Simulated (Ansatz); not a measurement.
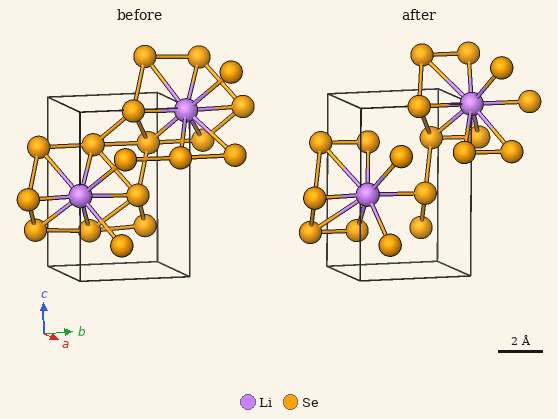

The structure of crystalline LiSe$_{3}$ (a generated structure, set up in P1) (coarse preliminary run) before (left) and after (right) a relaxation, at one scale.

Style: ball-and-stick. Shown: the cell of the calculation, slightly off an axis.

These are results of DFT PBE, scalar-relativistic, plane waves, PAW in Ansatz, not measurements.

The input:
```yaml
crystal:
  lattice:
    - [-3.9876022286, 0.0051953713, 0.0351133602]
    - [0.0482643349, 0.0907773966, -5.4248820981]
    - [0.0103907426, -7.8578793373, 0.1320850864]
  atoms:
    - { symbol: Li, position: [-0.0438940172, -0.018604963, 0.98067425] }
    - { symbol: Li, position: [-0.0372467344, 0.0144442158, 0.5008272572] }
    - { symbol: Se, position: [0.5270268672, 0.7624338473, 0.7564560838] }
    - { symbol: Se, position: [0.5765562243, 0.7176734954, 0.2721872727] }
    - { symbol: Se, position: [0.5472629899, 0.2539649343, 0.7603231544] }
    - { symbol: Se, position: [0.5327843794, 0.2242712414, 0.2511878366] }
    - { symbol: Se, position: [-0.0196896373, 0.4934362539, 0.9917546234] }
    - { symbol: Se, position: [-0.0828000719, 0.5523809749, 0.486589522] }
basis:
  ecutwfc: 420
kpoints:
  mp_grid: { grid: [6, 4, 4] }
hamiltonian:
  xc: pbe
scf:
  occupations: { method: gaussian, width: 0.2 }
  lower_state_search: "off"
output:
  forces: true
  stress: true
  eigenvalues: true
relax:
  adjacent_minimum: "off"
  f_tol: 0.025
  max_steps: 60
  cell: { stress_tol: 0.25 }
```

Launched with:
```bash
ansatz run input.yaml --threads 1 --pin off --max-ram 2560MiB --backend cpu --events-out ev --progress --plain --runs-dir out
```

> Summarise the run.

The run was cut off at its time limit before the relaxation converged, so the last structure is only a point on the way. Se6 moves most relative to the cell: 0.59 Å along [−1 −3 0]. Largest moves by element: Se 0.59 Å, Li 0.31 Å. Cell: a 3.988 → 4.006 Å (+0.5 %), b 5.426 → 5.451 Å (+0.5 %), c 7.859 → 8.015 Å (+2.0 %), α 91.9° → 91.4°, β 90.1° → 89.6°, γ 91.0° → 89.9°. Volume +3.0 %. Near-neighbour distances that change, for instance: Se6–Se8 2.934 → 3.692 Å, Se6–Se7 3.098 → 3.615 Å, Li2–Se4 2.810 → 3.313 Å, Se5–Se8 3.097 → 3.523 Å. Bond angles that change, for instance: Se6–Li2–Se8 60.6° → 80.7°, Li2–Se6–Se4 59.7° → 78.3°, Se6–Li2–Se8 110.7° → 93.2°. The space group stays P1 (No. 1). The energy falls by 188 meV per atom in 3 geometry steps. The largest force component goes from 1.4 to 0.7 eV/Å. Pressure: 1.94 GPa at the start and 0.81 GPa at the end. The run took 3.8 min on 1 thread of AMD EPYC 7B13 (Zen 3), on a shared host, peak memory 0.7 GiB.
